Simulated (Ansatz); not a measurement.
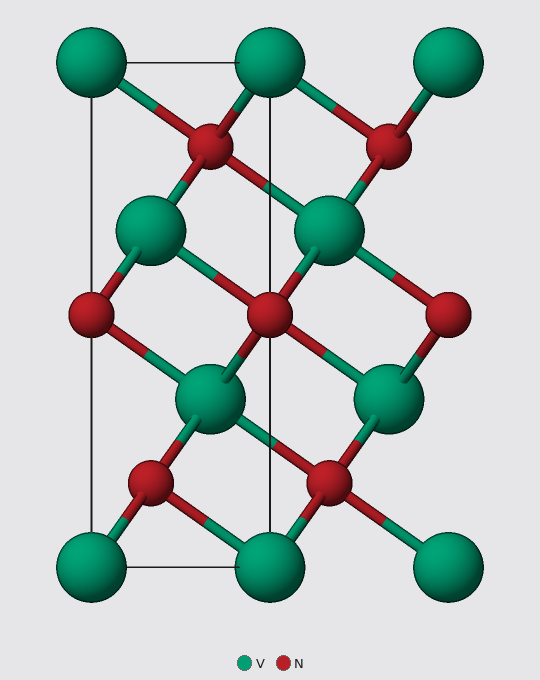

Projection along an edge of the hexagonal mesh, stacking direction [111] upwards. Every atom sits on one of the three columns of the mesh; call them A, B, C in the order in which they first turn up. The box is the hexagonal cell of the face-centred cubic lattice. The sequence starts with the first layer at or above the cell's origin.

VN: the input geometry of an electronic-structure calculation (not necessarily at equilibrium).

Read off the stacking sequence over one period.

V(A) – N(B) – V(C) – N(A) – V(B) – N(C) (six layers in 7.41 Å).

How are the N layers alone stacked?

N layers alone: BAC, the cubic close-packed type.

Which positions between or in the N layers do the other atoms fill?

V: three octahedral sites, counted in one hexagonal cell.
